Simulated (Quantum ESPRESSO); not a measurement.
# ZrB$_{2}$: band-structure run (part 3 of 3)

Continued. System: ZrB$_{2}$ (P6/mmm, 3 atoms in the cell). Method: Kohn-Sham DFT of a periodic cell, PBE, spin-orbit coupling, PseudoDojo 0.4 FR PBE standard, no spin polarisation (Quantum ESPRESSO 7.5); cutoff 1034.03 eV, 10×10×8 k-mesh, fermi-dirac of 0.05 eV. The structure derives from an entry of the Crystallography Open Database.

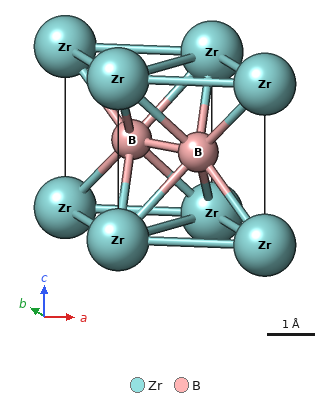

*The input geometry (ball-and-stick view of the cell of the calculation, seen slightly off an axis). An atom can appear more than once, as a periodic image.*

The program's output, continued
```
   -32.6457 -32.6457 -12.0660 -12.0660 -10.4663 -10.4663 -10.1936 -10.1936
     5.5608   5.5608   9.7939   9.7939  10.8640  10.8640  12.5490  12.5490
    14.2398  14.2398  16.7882  16.7882  20.1866  20.1866  20.2713  20.2713
    21.5914  21.5914  21.9739  21.9739  24.2138  24.2138

          k = 0.2671 0.4626 0.4493 (  2318 PWs)   bands (ev):

   -32.6393 -32.6393 -12.0917 -12.0917 -10.5121 -10.5121 -10.1964 -10.1964
     5.6957   5.6957   9.7358   9.7358  11.0382  11.0382  12.1846  12.1846
    13.6852  13.6852  18.0520  18.0520  20.0469  20.0469  20.2229  20.2229
    21.7792  21.7792  22.9130  22.9130  23.9058  23.9058

          k = 0.2671 0.4626-0.5991 (  2316 PWs)   bands (ev):

   -32.6366 -32.6366 -12.1033 -12.1033 -10.5317 -10.5317 -10.1951 -10.1951
     5.7331   5.7331   9.7061   9.7061  11.4999  11.4999  11.6614  11.6614
    13.5150  13.5150  18.8648  18.8648  20.0325  20.0325  20.0463  20.0463
    21.1236  21.1236  24.2156  24.2157  24.2824  24.2824

          k = 0.2671 0.6168 0.0000 (  2316 PWs)   bands (ev):

   -32.6309 -32.6309 -12.0981 -12.0981 -10.4923 -10.4923 -10.2190 -10.2190
     6.3471   6.3471   8.8219   8.8219  10.5953  10.5953  12.4377  12.4377
    15.3146  15.3146  15.7321  15.7321  17.5303  17.5303  20.9822  20.9822
    22.3138  22.3138  24.1361  24.1362  24.2493  24.2493

          k = 0.2671 0.6168 0.1498 (  2315 PWs)   bands (ev):

   -32.6283 -32.6283 -12.1039 -12.1039 -10.4962 -10.4962 -10.2384 -10.2384
     6.3649   6.3649   8.7564   8.7564  10.5322  10.5322  12.6126  12.6126
    14.3837  14.3837  16.6751  16.6751  18.2393  18.2393  20.7605  20.7605
    22.1641  22.1641  23.5369  23.5369  24.9474  24.9475

          k = 0.2671 0.6168 0.2996 (  2314 PWs)   bands (ev):

   -32.6220 -32.6220 -12.1198 -12.1198 -10.5150 -10.5150 -10.2721 -10.2721
     6.3226   6.3226   8.6736   8.6736  10.5640  10.5640  12.8173  12.8173
    13.6265  13.6265  17.7702  17.7702  19.8423  19.8423  20.4480  20.4480
    21.9931  21.9931  22.8913  22.8913  25.2933  25.2933

          k = 0.2671 0.6168 0.4493 (  2329 PWs)   bands (ev):

   -32.6157 -32.6157 -12.1384 -12.1384 -10.5463 -10.5463 -10.2879 -10.2879
     6.1866   6.1866   8.6318   8.6318  10.8765  10.8765  12.6576  12.6576
    13.3463  13.3463  18.8959  18.8959  20.6174  20.6174  20.9627  20.9627
    22.2946  22.2946  22.5338  22.5338  24.4445  24.4445

          k = 0.2671 0.6168-0.5991 (  2316 PWs)   bands (ev):

   -32.6131 -32.6131 -12.1470 -12.1470 -10.5620 -10.5620 -10.2902 -10.2902
     6.1127   6.1127   8.6093   8.6093  11.1472  11.1472  12.4368  12.4368
    13.3055  13.3055  19.5048  19.5048  20.8039  20.8039  21.1069  21.1069
    22.0932  22.0932  23.4780  23.4780  23.7176  23.7176

          k = 0.2671 0.7710 0.0000 (  2320 PWs)   bands (ev):

   -32.6217 -32.6217 -12.1226 -12.1226 -10.5256 -10.5256 -10.2343 -10.2343
     7.5218   7.5218   7.6306   7.6306  10.3452  10.3452  12.5007  12.5007
    14.8780  14.8780  15.6460  15.6460  18.6114  18.6114  20.0217  20.0217
    22.2478  22.2478  25.1969  25.1973  25.2483  25.2488

          k = 0.2671 0.7710 0.1498 (  2316 PWs)   bands (ev):

   -32.6192 -32.6192 -12.1275 -12.1275 -10.5265 -10.5265 -10.2561 -10.2561
     7.3949   7.3949   7.6626   7.6626  10.3616  10.3616  12.6995  12.6995
    14.0066  14.0066  16.8551  16.8551  18.8974  18.8974  20.0474  20.0474
    22.0694  22.0694  24.4633  24.4633  25.4749  25.4749

          k = 0.2671 0.7710 0.2996 (  2315 PWs)   bands (ev):

   -32.6129 -32.6129 -12.1411 -12.1411 -10.5370 -10.5370 -10.2972 -10.2972
     6.9272   6.9272   7.9160   7.9160  10.4816  10.4816  13.0878  13.0878
    13.2475  13.2475  18.3987  18.3987  19.6910  19.6910  20.2638  20.2638
    21.9520  21.9520  23.6099  23.6099  25.4500  25.4501

          k = 0.2671 0.7710 0.4493 (  2322 PWs)   bands (ev):

   -32.6067 -32.6067 -12.1573 -12.1573 -10.5605 -10.5605 -10.3199 -10.3199
     6.5260   6.5260   8.0621   8.0621  10.7975  10.7975  12.7535  12.7535
    13.4115  13.4115  19.3838  19.3838  20.7683  20.7683  21.0732  21.0732
    22.1912  22.1912  22.8084  22.8084  23.9796  23.9796

          k = 0.2671 0.7710-0.5991 (  2334 PWs)   bands (ev):

   -32.6041 -32.6041 -12.1648 -12.1648 -10.5737 -10.5737 -10.3244 -10.3244
     6.3742   6.3742   8.0871   8.0871  11.0285  11.0285  12.5364  12.5364
    13.5232  13.5232  19.8068  19.8068  21.2710  21.2710  21.6356  21.6356
    22.1160  22.1160  23.2248  23.2248  23.2803  23.2803

          k = 0.4006 0.6939 0.0000 (  2328 PWs)   bands (ev):

   -32.6183 -32.6183 -12.1206 -12.1206 -10.5178 -10.5178 -10.2778 -10.2778
     7.4656   7.4656   8.4262   8.4262   9.3466   9.3466  12.9340  12.9340
    14.0414  14.0414  17.0853  17.0853  17.3021  17.3021  19.6050  19.6050
    23.8879  23.8879  24.4252  24.4252  26.6657  26.6665

          k = 0.4006 0.6939 0.1498 (  2317 PWs)   bands (ev):

   -32.6157 -32.6157 -12.1255 -12.1255 -10.5116 -10.5116 -10.3061 -10.3061
     7.3788   7.3788   8.3064   8.3064   9.4833   9.4833  12.9926  12.9926
    13.7606  13.7606  17.6999  17.6999  17.8204  17.8204  19.7233  19.7233
    23.5183  23.5183  23.9802  23.9802  26.6666  26.6670

          k = 0.4006 0.6939 0.2996 (  2315 PWs)   bands (ev):

   -32.6095 -32.6095 -12.1391 -12.1391 -10.5016 -10.5016 -10.3661 -10.3661
     7.1045   7.1045   8.0230   8.0230   9.9756   9.9756  13.0955  13.0955
    13.3793  13.3793  18.7133  18.7133  19.3972  19.3972  20.0781  20.0781
    22.8568  22.8568  23.2767  23.2767  25.0220  25.0221

          k = 0.4006 0.6939 0.4493 (  2327 PWs)   bands (ev):

   -32.6033 -32.6033 -12.1554 -12.1554 -10.5092 -10.5092 -10.4034 -10.4034
     6.8054   6.8054   7.7505   7.7505  10.6381  10.6381  13.1123  13.1123
    13.2118  13.2118  19.6357  19.6357  20.8414  20.8414  21.0549  21.0549
    22.5033  22.5033  22.7777  22.7777  23.5312  23.5313

          k = 0.4006 0.6939-0.5991 (  2324 PWs)   bands (ev):

   -32.6007 -32.6007 -12.1629 -12.1629 -10.5209 -10.5209 -10.4089 -10.4089
     6.6824   6.6824   7.6411   7.6411  10.9657  10.9657  13.0749  13.0749
    13.1926  13.1926  19.8829  19.8829  21.5893  21.5893  21.9459  21.9460
    22.1148  22.1148  22.9157  22.9158  22.9585  22.9585

     the Fermi energy is    15.7910 ev

!    total energy              =    -113.22765630 Ry
     estimated scf accuracy    <          1.3E-10 Ry
     smearing contrib. (-TS)   =      -0.00020811 Ry
     internal energy E=F+TS    =    -113.22744819 Ry

     The total energy is F=E-TS. E is the sum of the following terms:
     one-electron contribution =      -3.87878820 Ry
     hartree contribution      =      12.38362344 Ry
     xc contribution           =     -25.14149545 Ry
     ewald contribution        =     -96.59078797 Ry

     convergence has been achieved in   8 iterations

     Forces acting on atoms (cartesian axes, Ry/au):

     atom    1 type  1   force =     0.00000000   -0.00000000    0.00000000
     atom    2 type  2   force =    -0.00000000   -0.00000000    0.00000000
     atom    3 type  2   force =    -0.00000000   -0.00000000    0.00000000

     Total force =     0.000000     Total SCF correction =     0.000000

     Computing stress (Cartesian axis) and pressure

          total   stress  (Ry/bohr**3)                   (kbar)     P=        8.98
   0.00003236  -0.00000000   0.00000000            4.76       -0.00        0.00
  -0.00000000   0.00003236   0.00000000           -0.00        4.76        0.00
   0.00000000  -0.00000000   0.00011842            0.00       -0.00       17.42

=------------------------------------------------------------------------------=
   JOB DONE.
=------------------------------------------------------------------------------=
```

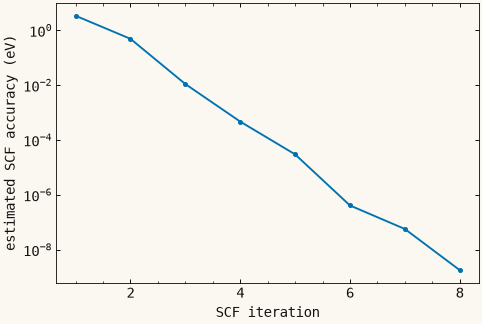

*Convergence of the self-consistent field: estimated SCF accuracy against the iteration.*

The field takes 8 iterations in all.

The run was set up as follows.

Input
```
&CONTROL
  calculation = 'scf'
  prefix = 'pwscf'
  outdir = './tmp'
  pseudo_dir = './pseudo'
  tprnfor = .true.
  tstress = .true.
  disk_io = 'low'
/
&SYSTEM
  ibrav = 0
  celldm(1) = 8
  nat = 3
  ntyp = 2
  ecutwfc = 76
  nbnd = 30
  occupations = 'smearing'
  smearing = 'fd'
  degauss = 0.00367493
  noncolin = .true.
  lspinorb = .true.
/
&ELECTRONS
  conv_thr = 6d-10
  electron_maxstep = 120
  mixing_beta = 0.5
/
ATOMIC_SPECIES
Zr    91.2240 Zr.upf
B     10.8100 B.upf
CELL_PARAMETERS alat
  0.7488039768830   0.0000000000000   0.0000000000000
 -0.3744019884415   0.6484832664362   0.0000000000000
  0.0000000000000   0.0000000000000   0.8345502997879
ATOMIC_POSITIONS crystal
Zr     0.0000000000    0.0000000000    0.0000000000
B      0.6666666667    0.3333333333    0.5000000000
B      0.3333333333    0.6666666667    0.5000000000
K_POINTS automatic
10 10 8 0 0 0
```

File bands.in
```
&CONTROL
  calculation = 'bands'
  prefix = 'pwscf'
  outdir = './tmp'
  pseudo_dir = './pseudo'
  disk_io = 'low'
  verbosity = 'high'
/
&SYSTEM
  ibrav = 0
  celldm(1) = 8
  nat = 3
  ntyp = 2
  ecutwfc = 76
  nbnd = 30
  occupations = 'smearing'
  smearing = 'fd'
  degauss = 0.00367493
  noncolin = .true.
  lspinorb = .true.
/
&ELECTRONS
  conv_thr = 1d-08
  electron_maxstep = 120
  mixing_beta = 0.5
  diago_full_acc = .true.
  startingwfc = 'random'
/
ATOMIC_SPECIES
Zr    91.2240 Zr.upf
B     10.8100 B.upf
CELL_PARAMETERS alat
  0.7488039768830   0.0000000000000   0.0000000000000
 -0.3744019884415   0.6484832664362   0.0000000000000
  0.0000000000000   0.0000000000000   0.8345502997879
ATOMIC_POSITIONS crystal
Zr     0.0000000000    0.0000000000    0.0000000000
B      0.6666666667    0.3333333333    0.5000000000
B      0.3333333333    0.6666666667    0.5000000000
K_POINTS crystal
60
 0.0000000000  0.0000000000  0.0000000000 1
 0.0714285714  0.0000000000  0.0000000000 1
 0.1428571429  0.0000000000  0.0000000000 1
 0.2142857143  0.0000000000  0.0000000000 1
 0.2857142857  0.0000000000  0.0000000000 1
 0.3571428571  0.0000000000  0.0000000000 1
 0.4285714286  0.0000000000  0.0000000000 1
 0.5000000000  0.0000000000  0.0000000000 1
 0.4583333333  0.0833333333  0.0000000000 1
 0.4166666667  0.1666666667  0.0000000000 1
 0.3750000000  0.2500000000  0.0000000000 1
 0.3333333333  0.3333333333  0.0000000000 1
 0.2916666667  0.2916666667  0.0000000000 1
 0.2500000000  0.2500000000  0.0000000000 1
 0.2083333333  0.2083333333  0.0000000000 1
 0.1666666667  0.1666666667  0.0000000000 1
 0.1250000000  0.1250000000  0.0000000000 1
 0.0833333333  0.0833333333  0.0000000000 1
 0.0416666667  0.0416666667  0.0000000000 1
 0.0000000000  0.0000000000  0.0000000000 1
 0.0000000000  0.0000000000  0.1000000000 1
 0.0000000000  0.0000000000  0.2000000000 1
 0.0000000000  0.0000000000  0.3000000000 1
 0.0000000000  0.0000000000  0.4000000000 1
 0.0000000000  0.0000000000  0.5000000000 1
 0.0714285714  0.0000000000  0.5000000000 1
 0.1428571429  0.0000000000  0.5000000000 1
 0.2142857143  0.0000000000  0.5000000000 1
 0.2857142857  0.0000000000  0.5000000000 1
 0.3571428571  0.0000000000  0.5000000000 1
 0.4285714286  0.0000000000  0.5000000000 1
 0.5000000000  0.0000000000  0.5000000000 1
 0.4583333333  0.0833333333  0.5000000000 1
 0.4166666667  0.1666666667  0.5000000000 1
 0.3750000000  0.2500000000  0.5000000000 1
 0.3333333333  0.3333333333  0.5000000000 1
 0.3000000000  0.3000000000  0.5000000000 1
 0.2666666667  0.2666666667  0.5000000000 1
 0.2333333333  0.2333333333  0.5000000000 1
 0.2000000000  0.2000000000  0.5000000000 1
 0.1666666667  0.1666666667  0.5000000000 1
 0.1333333333  0.1333333333  0.5000000000 1
 0.1000000000  0.1000000000  0.5000000000 1
 0.0666666667  0.0666666667  0.5000000000 1
 0.0333333333  0.0333333333  0.5000000000 1
 0.0000000000  0.0000000000  0.5000000000 1
 0.5000000000  0.0000000000  0.5000000000 1
 0.5000000000  0.0000000000  0.4166666667 1
 0.5000000000  0.0000000000  0.3333333333 1
 0.5000000000  0.0000000000  0.2500000000 1
 0.5000000000  0.0000000000  0.1666666667 1
 0.5000000000  0.0000000000  0.0833333333 1
 0.5000000000  0.0000000000  0.0000000000 1
 0.3333333333  0.3333333333  0.0000000000 1
 0.3333333333  0.3333333333  0.0833333333 1
 0.3333333333  0.3333333333  0.1666666667 1
 0.3333333333  0.3333333333  0.2500000000 1
 0.3333333333  0.3333333333  0.3333333333 1
 0.3333333333  0.3333333333  0.4166666667 1
 0.3333333333  0.3333333333  0.5000000000 1
```

Command:
```bash
OMP_NUM_THREADS=1 pw.x -in pw.in > pw.out
OMP_NUM_THREADS=1 pw.x -in bands.in > bands.out
```

Results in brief

| quantity | value |
| --- | --- |
| outcome | converged |
| space group (tolerance 0.01 Å) | P6/mmm (191) |
| electrons treated | 18 |
| free energy | −1540.5407 eV |
| Fermi energy | 15.791 eV |
| gap on the k-point mesh | none (metallic) |
| pressure | 0.90 GPa |
| largest force (length of the vector) | under 0.001 eV/Å |
| hardware | 1 thread of Arm Neoverse V1, 24 GiB of memory available, shared host |
| wall time | 5 min |
| peak memory | 0.22 GiB |
